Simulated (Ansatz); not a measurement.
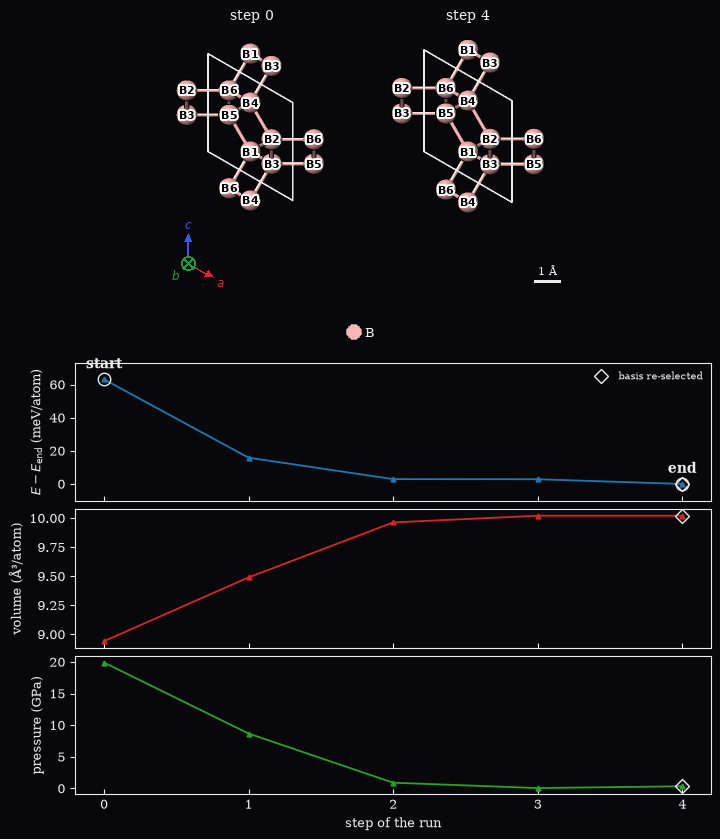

First and last geometry of a relaxation of solid B (a generated structure, set up in Im-3m) (coarse preliminary run), with the history of the run. The picture is a ball-and-stick view of the cell of the calculation, seen along the b axis.

All numbers below come from DFT PBE, scalar-relativistic, plane waves, PAW in Ansatz 0.2.0. Set-up: plane-wave cutoff 420 eV; k-point mesh 6 × 6 × 6; occupations gaussian; smearing width 0.1 eV; no spin polarisation; cell and atoms relaxed; force threshold 0.04 eV/Å; at most 70 steps.

Read the history and describe the run.

Answer. It converged. The atoms keep their places relative to the cell (all moves are under 0.005 Å). Cell: a = b = c 4.115 → 4.275 Å (+3.9 %). Volume +12.1 %. Near-neighbour distances that change, for instance: B1–B2 1.680 → 1.745 Å. The space group stays Im-3m (No. 229). Over 3 accepted moves (4 points after the start) the energy falls by 63.1 meV per atom. All forces vanish by symmetry, so only the cell relaxes. The pressure goes from 19.91 to 0.34 GPa. At 1 point the geometry stayed and the basis and grid were re-selected for the new cell (energy shift of 2.9 meV per atom at most each time).
